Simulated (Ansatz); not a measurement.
The calculation's input:

```
crystal:
  lattice:
    - [0.0, 0.0, -3.1543677052]
    - [-3.1543677052, 0.0, 0.0]
    - [1.5771838526, 4.7315515579, 1.5771838526]
  atoms:
    - { symbol: W, position: [0.6666666667, 0.6666666667, 0.3333333333] }
    - { symbol: W, position: [0.0, 0.0, 0.0] }
    - { symbol: W, position: [0.3333333333, 0.3333333333, 0.6666666667] }
basis:
  ecutwfc: 420
kpoints:
  mp_grid: { grid: [14, 14, 14] }
hamiltonian:
  xc: pbesol
scf:
  occupations: { method: gaussian, width: 0.1 }
output:
  forces: true
  stress: true
  eigenvalues: true
  write_density: true
  write_potential: true
  elf: true
  volumetric_format: npy
relax:
  adjacent_minimum: "off"
  f_tol: 0.015
  max_steps: 60
  cell: { stress_tol: 0.15 }
```

Launched as:

```sh
ansatz run input.yaml --threads 1 --pin off --max-ram 2560MiB --backend cpu --events-out ev --progress --plain --runs-dir out
```

The fields are those of the relaxed geometry.

Space group Im-3m; a structure from a database of computed crystals, not necessarily the ambient phase.

Theory: DFT PBEsol, scalar-relativistic, plane waves, PAW (Ansatz 0.2.0).

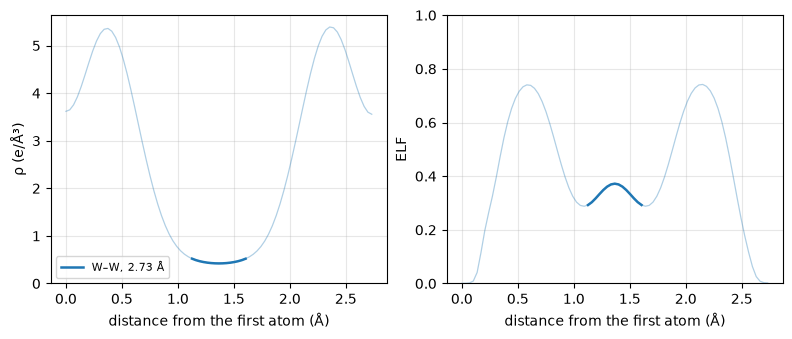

W. Valence pseudo-density and ELF along straight lines between neighbouring atoms. Thin, pale parts lie inside the atomic spheres.

The density is the valence pseudo-density of a PAW calculation; it isn't the true density close to the nuclei.

### What can be read from the curves?

W–W (2.73 Å): ρ is about 0.42 e/Å³ halfway; the ELF is about 0.35 at the midpoint.
